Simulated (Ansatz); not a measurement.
In17P15 (cell charge −1, with a compensating background) (cell with a defect)

```
CELL_PARAMETERS angstrom
-5.95979 5.95979 -5.95979
5.95979 -5.95979 -5.95979
-5.95979 -5.95979 5.95979
ATOMIC_POSITIONS crystal
In 0.00000 0.23778 0.75000
In 0.74909 0.24909 0.99678
In 0.50231 0.25322 0.25231
In 0.25091 0.99769 0.75000
In 0.24678 0.24909 0.49909
In 0.00000 0.99769 0.00091
In 0.75322 0.00231 0.25231
In 0.49769 0.75091 0.75000
In 0.50231 0.00231 0.50322
In 0.26222 0.76222 0.01222
In 0.00000 0.75091 0.24769
In 0.73778 0.50000 0.75000
In 0.74909 0.74678 0.49909
In 0.49769 0.50000 0.00091
In 0.25091 0.50000 0.24769
In 0.00000 0.50000 0.48778
In 0.00000 0.50000 0.75000
P 0.74610 0.50000 0.00275
P 0.50000 0.50000 0.25000
P 0.25275 0.24610 0.75000
P 0.25275 0.50000 0.49610
P 0.00000 0.24610 0.00275
P 0.74725 0.24725 0.24335
P 0.50000 0.00000 0.75000
P 0.49335 0.24725 0.49725
P 0.25390 0.00665 0.00390
P 0.00000 0.00000 0.25000
P 0.74610 0.75275 0.75000
P 0.74725 0.99335 0.49725
P 0.50665 0.75390 0.00390
P 0.25390 0.75390 0.25665
P 0.00000 0.75275 0.49610
```

Spin-polarised.

Theory: DFT PBE, scalar-relativistic, plane waves, PAW in Ansatz 0.2.0.

### What will maps of the valence pseudo-density and electron localisation function show?

In–P (2.56 Å): ρ is about 0.44 e/Å³ halfway; the ELF peaks at about 0.90 in the valence shell of P, 0.9 Å from its nucleus, and is about 0.55 at the midpoint.

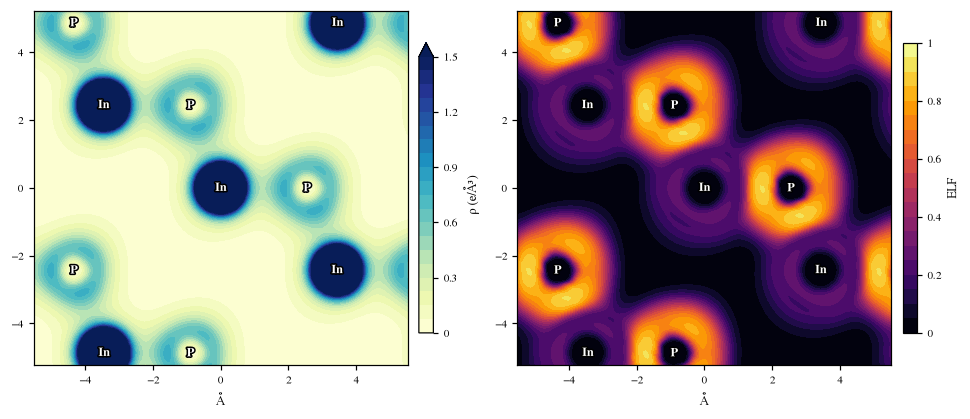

Computed valence pseudo-density and electron localisation function on the (010) plane of the calculation cell, in this order. 
